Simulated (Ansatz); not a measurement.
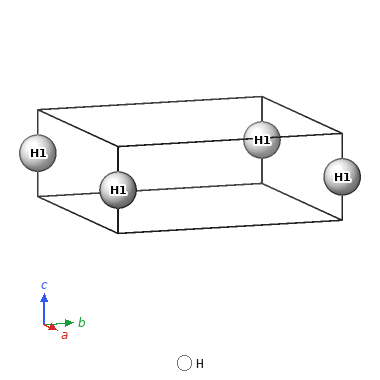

The system is H (P4/mmm, No. 123; 1 atom in the cell); the picture shows the reference structure. The cell is strained homogeneously, by one strain along x and y and another along z, with fractional coordinates fixed (x along [1 0 0], z along [0 0 1] of the conventional cell). First axis: strain along x and y. Second axis: strain along z. Grid: 5 × 5 points. Points are written as (first, second). Energies are in meV/atom, from the unstrained cell. The reference cell is the one listed in the database, not relaxed at this level. All numbers below come from DFT LDA, scalar-relativistic, plane waves, PAW (Ansatz). Settings: cutoff 420 eV, k-mesh 10×10×26 in the order of the run's cell vectors, gaussian smearing 0.05 eV, no spin polarisation.

Its coordinates:

```yaml
crystal:
  lattice:
    - [2.64964, 0.00000, 0.00000]
    - [0.00000, 2.64964, 0.00000]
    - [0.00000, 0.00000, 0.98049]
  atoms:
    - { symbol: H, position: [0.00000, 0.00000, 0.50000] }
```

Range: strain along x and y from −5.0 to 5.0 %; strain along z from −5.0 to 5.0 %.

**What will the energy surface look like?**

The lowest grid point is at (2.5 %, 2.5 %), −0.34 meV/atom from the unstrained cell. The bottom of the well lies between grid points, at about (2.3 %, 1.3 %), about 0.96 meV/atom lower on the interpolated surface. The energy also falls towards the edge at (−5.0 %, 2.5 %) (0.7 meV/atom above the lowest), where a further well may lie outside the range. The highest grid point, (−5.0 %, −5.0 %), lies 30.4 meV/atom above the lowest.

```csv
"strain along z ↓, strain along x and y →",−5.0,−2.5,0.0,2.5,5.0
5.0,6.2,7.3,7.6,7.2,7.3
2.5,0.4,0.7,0.1,−0.3,−0.1
0.0,1.7,1.0,0.0,−0.2,0.3
−2.5,11.2,9.7,8.9,8.9,9.6
−5.0,30.1,28.5,28.0,28.3,29.1
```

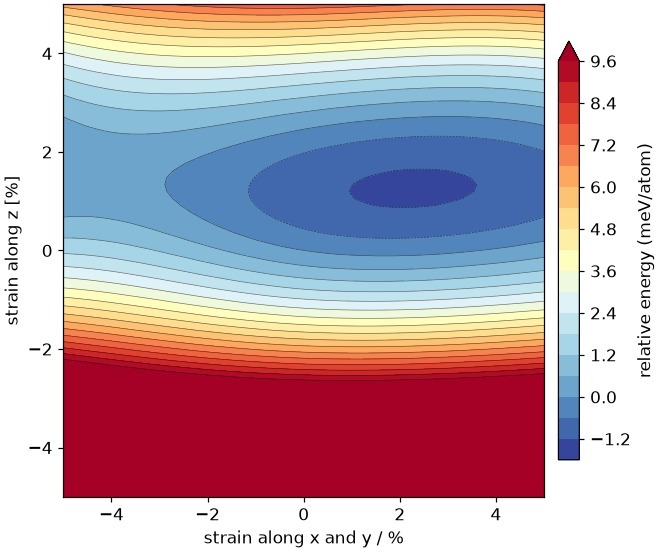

Drawn: filled contours, one colour for all values above the top of the scale. Between grid points the surface is interpolated.
